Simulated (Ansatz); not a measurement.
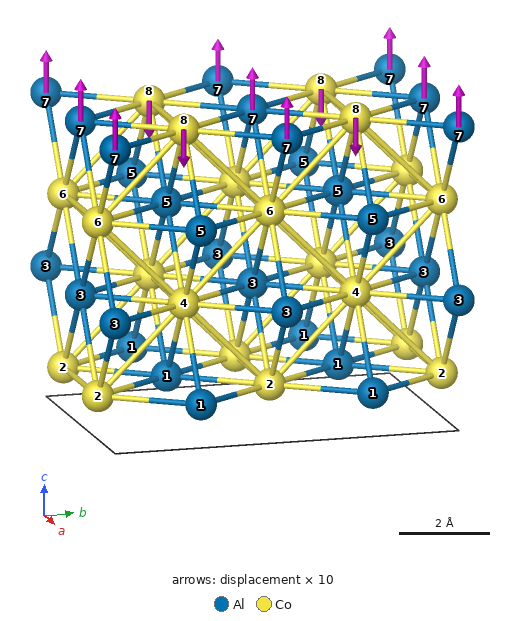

This is a constrained relaxation of a slab of composition AlCo (cut from the Pm-3m phase). The starting structure is drawn; purple arrows show the displacements, 10 times their true length.

Style: ball-and-stick. Shown: the 2 × 2 repeat of the cell, outlined in the plane, without the vacuum, slightly off an axis.

Case: clean slab, lower half held. The slab is the (1 1 0) face of AlCo. 4 atoms are held fixed.

The calculation used DFT PBEsol, scalar-relativistic, plane waves, PAW in Ansatz.

The input:
```yaml
crystal:
  lattice:
    - [2.822585536, 0.0, 0.0]
    - [0.0, 3.991738746, 0.0]
    - [0.0, 0.0, 22.987608119]
  atoms:
    - { symbol: Al, position: [0.0, 0.5, 0.3697644381] }
    - { symbol: Co, position: [0.5, 0.0, 0.3697644381] }
    - { symbol: Al, position: [0.0, 0.0, 0.456588146] }
    - { symbol: Co, position: [0.5, 0.5, 0.456588146] }
    - { symbol: Al, position: [0.0, 0.5, 0.543411854] }
    - { symbol: Co, position: [0.5, 0.0, 0.543411854] }
    - { symbol: Al, position: [0.0, 0.0, 0.6302355619] }
    - { symbol: Co, position: [0.5, 0.5, 0.6302355619] }
basis:
  ecutwfc: 420
kpoints:
  mp_grid: { grid: [10, 7, 1] }
hamiltonian:
  xc: pbesol
scf:
  occupations: { method: gaussian, width: 0.1 }
output:
  forces: true
  eigenvalues: true
relax:
  adjacent_minimum: "off"
  f_tol: 0.03
  max_steps: 70
  constraints: [{ sites: [0, 1, 2, 3] }]
efield:
  axis: 3
  dipole_correction: true
  ramp_width: 0.04
```

Command:
```bash
ansatz run input.yaml --threads 2 --pin off --max-ram 5120MiB --backend cpu --events-out ev --progress --plain --runs-dir out
```

What did the optimiser do to the structure, and how much energy did it gain?

The largest move is that of Al7, 0.098 Å along the normal (+c). Largest moves by element: Al 0.098 Å, Co 0.088 Å. The cell doesn't change. Among the contacts that change: Co6–Al7 2.444 → 2.540 Å, Al5–Co8 2.444 → 2.374 Å, Co6–Co8 2.823 → 2.774 Å, Al3–Co6 2.444 → 2.429 Å. Among the angles between lasting bonds that change: Co8–Al7–Co8 180.0° → 171.3°, Co6–Al7–Co8 109.5° → 104.9°, Co6–Al7–Co8 70.5° → 67.5°. After 3 geometry steps the energy has fallen by 63.3 meV per cell of the calculation. The largest force component goes from 0.69 to 0.0047 eV/Å.

Limits of the set-up: an element that often carries a moment was run without spin polarisation.
